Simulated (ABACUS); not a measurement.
## Band-structure run of As (part 2 of 3)

As (R-3m, 2 atoms in the cell); Kohn-Sham DFT of a periodic cell, PBE, spin-orbit coupling, PseudoDojo NC FR 0.4 PBE stringent, no spin polarisation (ABACUS 3.10.1); cutoff 1428.6 eV, 6×6×6 k-mesh, fermi-dirac of 0.05 eV. The structure derives from an entry of the Crystallography Open Database.

Geometry of the input (Å; fractional positions):
```
1.8808  1.0859  3.5141
-1.8808  1.0859  3.5141
0.0000  -2.1718  3.5141
As 0.2260  0.2260  0.2260
As 0.7740  0.7740  0.7740
```

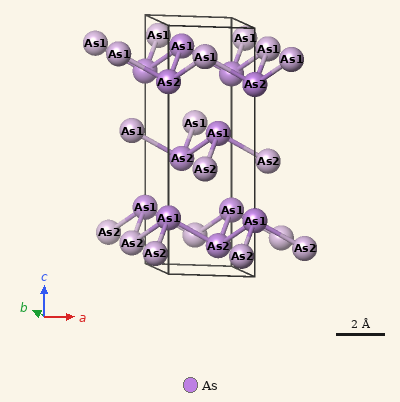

Figure 1. The structure as given in the input (ball-and-stick view of the cell 3 times as large as that of the calculation, set on its symmetry axes, seen slightly off an axis; neighbours outside the cell are drawn fainter; atoms are numbered from 1 in the order of the input).

**The program's output, continued**
```
----------------------------------------------------------
 E_KohnSham     -1220.8369902469     -16610.3393965286
 E_Harris       -1220.8364775728     -16610.3324212387
 E_Fermi        0.8901460310         12.1110580737
----------------------------------------------------------

 LCAO ALGORITHM --------------- ION=   1  ELEC=   7--------------------------------
total magnetism (Bohr mag/cell)	-8.42298e-16	6.79768e-17	5.81565e-16
       absolute magnetism (Bohr mag/cell) = 3.65512e-15

 Density error is 1.10813248036e-06
----------------------------------------------------------
     Energy           Rydberg                 eV
----------------------------------------------------------
 E_KohnSham     -1220.8369902473     -16610.3393965340
 E_Harris       -1220.8367925877     -16610.3367072367
 E_Fermi        0.8901541815         12.1111689672
----------------------------------------------------------

 LCAO ALGORITHM --------------- ION=   1  ELEC=   8--------------------------------
total magnetism (Bohr mag/cell)	4.02459e-16	-3.88252e-16	-9.26195e-16
       absolute magnetism (Bohr mag/cell) = 4.10489e-15

 Density error is 9.44201841955e-08
----------------------------------------------------------
     Energy           Rydberg                 eV
----------------------------------------------------------
 E_KohnSham     -1220.8369902474     -16610.3393965344
 E_KS(sigma->0) -1220.8369182626     -16610.3384171318
 E_Harris       -1220.8370139919     -16610.3397195957
 E_band         -185.9265888198      -2529.6610176529
 E_one_elec     -1037.2445355942     -14112.4359034456
 E_Hartree      489.6937690069       6662.6255335897
 E_xc           -110.5675454449      -1504.3486319244
 E_Ewald        -562.7185342456      -7656.1784359488
 E_entropy(-TS) -0.0001439695        -0.0019588053
 E_descf        0.0000000000         0.0000000000
 E_exx          0.0000000000         0.0000000000
 E_Fermi        0.8901555859         12.1111880741
----------------------------------------------------------

 charge density convergence is achieved
 final etot is -16610.339397 eV
 EFERMI = 12.111188074 eV

 STATE ENERGY(eV) AND OCCUPATIONS    NSPIN == 4
 1/216 kpoint (Cartesian) = 0.0000 0.0000 0.0000 (1327 pws)
       1       -173.770     0.00462963
       2       -173.770     0.00462963
       3       -173.770     0.00462963
       4       -173.770     0.00462963
       5       -120.553     0.00462963
       6       -120.553     0.00462963
       7       -120.548     0.00462963
       8       -120.548     0.00462963
       9       -115.552     0.00462963
      10       -115.552     0.00462963
      11       -115.548     0.00462963
      12       -115.548     0.00462963
      13       -115.523     0.00462963
      14       -115.523     0.00462963
      15       -115.520     0.00462963
      16       -115.520     0.00462963
      17       -24.6669     0.00462963
      18       -24.6669     0.00462963
      19       -24.6376     0.00462963
      20       -24.6376     0.00462963
      21       -24.6264     0.00462963
      22       -24.6264     0.00462963
      23       -24.6014     0.00462963
      24       -24.6014     0.00462963
      25       -23.9517     0.00462963
      26       -23.9517     0.00462963
      27       -23.9369     0.00462963
      28       -23.9369     0.00462963
      29       -23.9232     0.00462963
      30       -23.9232     0.00462963
      31       -23.8613     0.00462963
      32       -23.8613     0.00462963
      33       -23.8604     0.00462963
      34       -23.8604     0.00462963
      35       -23.8589     0.00462963
      36       -23.8589     0.00462963
      37       -2.99010     0.00462963
      38       -2.99010     0.00462963
      39        6.27442     0.00462963
      40        6.27442     0.00462963
      41        9.57398     0.00462963
      42        9.57398     0.00462963
      43        10.0260     0.00462963
      44        10.0260     0.00462963
      45        10.2027     0.00462963
      46        10.2027     0.00462963
      47        13.7058    6.52911e-17
      48        13.7058    6.52911e-17
      49        14.9758    6.08138e-28
      50        14.9758    6.08138e-28
      51        15.2133    5.26018e-30
      52        15.2133    5.26018e-30
      53        19.2200    8.29897e-65
      54        19.2200    8.29897e-65
      55        19.2579    3.89143e-65
      56        19.2579    3.89143e-65
      57        20.5598    1.91174e-76
      58        20.5598    1.91174e-76
      59        21.2279    3.01318e-82
      60        21.2279    3.01318e-82
      61        21.2294    2.92461e-82
      62        21.2294    2.92461e-82
      63        21.6152    1.30323e-85
      64        21.6152    1.30323e-85
      65        30.1280        0.00000
      66        30.1280        0.00000
      67        36.3959        0.00000
      68        36.3959        0.00000

 2/216 kpoint (Cartesian) = 0.044307 0.025581 0.015809 (1316 pws)
       1       -173.770     0.00462963
       2       -173.770     0.00462963
       3       -173.770     0.00462963
       4       -173.770     0.00462963
       5       -120.551     0.00462963
       6       -120.551     0.00462963
       7       -120.547     0.00462963
       8       -120.547     0.00462963
       9       -115.552     0.00462963
      10       -115.552     0.00462963
      11       -115.548     0.00462963
      12       -115.548     0.00462963
      13       -115.523     0.00462963
      14       -115.523     0.00462963
      15       -115.520     0.00462963
      16       -115.520     0.00462963
      17       -24.6647     0.00462963
      18       -24.6647     0.00462963
      19       -24.6404     0.00462963
      20       -24.6404     0.00462963
      21       -24.6224     0.00462963
      22       -24.6224     0.00462963
      23       -24.6019     0.00462963
      24       -24.6019     0.00462963
      25       -23.9496     0.00462963
      26       -23.9496     0.00462963
      27       -23.9378     0.00462963
      28       -23.9378     0.00462963
      29       -23.9175     0.00462963
      30       -23.9175     0.00462963
      31       -23.8706     0.00462963
      32       -23.8706     0.00462963
      33       -23.8615     0.00462963
      34       -23.8615     0.00462963
      35       -23.8573     0.00462963
      36       -23.8573     0.00462963
      37       -2.62067     0.00462963
      38       -2.62067     0.00462963
      39        5.09496     0.00462963
      40        5.09496     0.00462963
      41        9.44674     0.00462963
      42        9.44674     0.00462963
      43        9.81151     0.00462963
      44        9.81151     0.00462963
      45        10.2574     0.00462963
      46        10.2574     0.00462963
      47        13.9047    1.22339e-18
      48        13.9047    1.22339e-18
      49        14.6371    5.31750e-25
      50        14.6371    5.31750e-25
      51        14.8389    9.38850e-27
      52        14.8389    9.38850e-27
      53        18.3895    1.35851e-57
      54        18.3895    1.35851e-57
      55        19.2256    7.41850e-65
      56        19.2256    7.41850e-65
      57        19.3394    7.61502e-66
      58        19.3394    7.61502e-66
      59        23.3066        0.00000
      60        23.3066        0.00000
      61        23.5500        0.00000
      62        23.5500        0.00000
      63        24.5640        0.00000
      64        24.5640        0.00000
      65        30.4575        0.00000
      66        30.4575        0.00000
      67        33.6795        0.00000
      68        33.6795        0.00000

 3/216 kpoint (Cartesian) = 0.088615 0.051162 0.031619 (1306 pws)
       1       -173.770     0.00462963
       2       -173.770     0.00462963
       3       -173.770     0.00462963
       4       -173.770     0.00462963
       5       -120.550     0.00462963
       6       -120.550     0.00462963
       7       -120.548     0.00462963
       8       -120.548     0.00462963
       9       -115.551     0.00462963
      10       -115.551     0.00462963
      11       -115.549     0.00462963
      12       -115.549     0.00462963
      13       -115.522     0.00462963
      14       -115.522     0.00462963
      15       -115.521     0.00462963
      16       -115.521     0.00462963
      17       -24.6597     0.00462963
      18       -24.6597     0.00462963
      19       -24.6445     0.00462963
      20       -24.6445     0.00462963
      21       -24.6155     0.00462963
      22       -24.6155     0.00462963
      23       -24.6038     0.00462963
      24       -24.6038     0.00462963
      25       -23.9449     0.00462963
      26       -23.9449     0.00462963
      27       -23.9364     0.00462963
      28       -23.9364     0.00462963
      29       -23.9068     0.00462963
      30       -23.9068     0.00462963
      31       -23.8834     0.00462963
      32       -23.8834     0.00462963
      33       -23.8665     0.00462963
      34       -23.8665     0.00462963
      35       -23.8598     0.00462963
      36       -23.8598     0.00462963
      37       -1.54294     0.00462963
      38       -1.54294     0.00462963
      39        2.76142     0.00462963
      40        2.76142     0.00462963
      41        9.22907     0.00462963
      42        9.22907     0.00462963
      43        9.38648     0.00462963
      44        9.38648     0.00462963
      45        10.9853     0.00462963
      46        10.9853     0.00462963
      47        12.7161    2.58072e-08
      48        12.7161    2.58072e-08
      49        13.4179    2.06702e-14
      50        13.4179    2.06702e-14
      51        13.9468    5.26430e-19
      52        13.9468    5.26430e-19
      53        19.8995    1.03946e-70
      54        19.8995    1.03946e-70
      55        20.3903    5.67146e-75
      56        20.3903    5.67146e-75
      57        21.4099    7.90376e-84
      58        21.4099    7.90376e-84
      59        24.9674        0.00000
      60        24.9674        0.00000
      61        27.5158        0.00000
      62        27.5158        0.00000
      63        27.7017        0.00000
      64        27.7017        0.00000
      65        28.8337        0.00000
      66        28.8337        0.00000
      67        30.0381        0.00000
      68        30.0381        0.00000

 4/216 kpoint (Cartesian) = 0.13292 0.076743 0.047428 (1315 pws)
       1       -173.770     0.00462963
       2       -173.770     0.00462963
       3       -173.770     0.00462963
       4       -173.770     0.00462963
       5       -120.549     0.00462963
       6       -120.549     0.00462963
       7       -120.548     0.00462963
       8       -120.548     0.00462963
       9       -115.550     0.00462963
      10       -115.550     0.00462963
      11       -115.549     0.00462963
      12       -115.549     0.00462963
      13       -115.522     0.00462963
      14       -115.522     0.00462963
      15       -115.521     0.00462963
      16       -115.521     0.00462963
      17       -24.6563     0.00462963
      18       -24.6563     0.00462963
      19       -24.6470     0.00462963
      20       -24.6470     0.00462963
      21       -24.6109     0.00462963
      22       -24.6109     0.00462963
      23       -24.6062     0.00462963
      24       -24.6062     0.00462963
      25       -23.9426     0.00462963
      26       -23.9426     0.00462963
      27       -23.9342     0.00462963
      28       -23.9342     0.00462963
      29       -23.8992     0.00462963
      30       -23.8992     0.00462963
      31       -23.8922     0.00462963
      32       -23.8922     0.00462963
      33       -23.8680     0.00462963
      34       -23.8680     0.00462963
      35       -23.8631     0.00462963
      36       -23.8631     0.00462963
      37      -0.273107     0.00462963
      38      -0.273107     0.00462963
      39       0.973069     0.00462963
      40       0.973069     0.00462963
      41        9.19796     0.00462963
      42        9.19796     0.00462963
      43        9.28788     0.00462963
      44        9.28788     0.00462963
      45        11.7292     0.00462740
      46        11.7292     0.00462740
      47        11.8000     0.00462047
      48        11.8000     0.00462047
      49        12.5155    1.42320e-06
      50        12.5155    1.42320e-06
      51        13.5402    1.79291e-15
      52        13.5402    1.79291e-15
      53        21.6149    1.30967e-85
      54        21.6149    1.30967e-85
      55        22.3498        0.00000
      56        22.3498        0.00000
      57        24.2063        0.00000
      58        24.2063        0.00000
      59        24.4481        0.00000
      60        24.4481        0.00000
      61        24.8260        0.00000
      62        24.8260        0.00000
      63        25.4931        0.00000
      64        25.4931        0.00000
      65        31.6275        0.00000
      66        31.6275        0.00000
      67        32.4495        0.00000
      68        32.4495        0.00000

 5/216 kpoint (Cartesian) = 0.17723 0.10232 0.063238 (1320 pws)
       1       -173.770     0.00462963
       2       -173.770     0.00462963
       3       -173.770     0.00462963
       4       -173.770     0.00462963
       5       -120.550     0.00462963
       6       -120.550     0.00462963
       7       -120.548     0.00462963
       8       -120.548     0.00462963
       9       -115.551     0.00462963
      10       -115.551     0.00462963
      11       -115.549     0.00462963
      12       -115.549     0.00462963
      13       -115.522     0.00462963
      14       -115.522     0.00462963
      15       -115.521     0.00462963
      16       -115.521     0.00462963
      17       -24.6597     0.00462963
      18       -24.6597     0.00462963
      19       -24.6445     0.00462963
      20       -24.6445     0.00462963
      21       -24.6155     0.00462963
      22       -24.6155     0.00462963
      23       -24.6038     0.00462963
      24       -24.6038     0.00462963
      25       -23.9449     0.00462963
      26       -23.9449     0.00462963
      27       -23.9364     0.00462963
      28       -23.9364     0.00462963
      29       -23.9068     0.00462963
      30       -23.9068     0.00462963
      31       -23.8834     0.00462963
      32       -23.8834     0.00462963
      33       -23.8665     0.00462963
      34       -23.8665     0.00462963
      35       -23.8598     0.00462963
      36       -23.8598     0.00462963
      37       -1.54294     0.00462963
      38       -1.54294     0.00462963
      39        2.76142     0.00462963
      40        2.76142     0.00462963
      41        9.22907     0.00462963
      42        9.22907     0.00462963
      43        9.38648     0.00462963
      44        9.38648     0.00462963
      45        10.9853     0.00462963
      46        10.9853     0.00462963
      47        12.7161    2.58072e-08
      48        12.7161    2.58072e-08
      49        13.4179    2.06702e-14
      50        13.4179    2.06702e-14
      51        13.9468    5.26430e-19
      52        13.9468    5.26430e-19
      53        19.8995    1.03946e-70
      54        19.8995    1.03946e-70
      55        20.3903    5.67146e-75
      56        20.3903    5.67146e-75
      57        21.4099    7.90376e-84
      58        21.4099    7.90376e-84
      59        24.9674        0.00000
      60        24.9674        0.00000
      61        27.5158        0.00000
      62        27.5158        0.00000
      63        27.7017        0.00000
      64        27.7017        0.00000
      65        28.8337        0.00000
      66        28.8337        0.00000
      67        30.0381        0.00000
      68        30.0381        0.00000
```
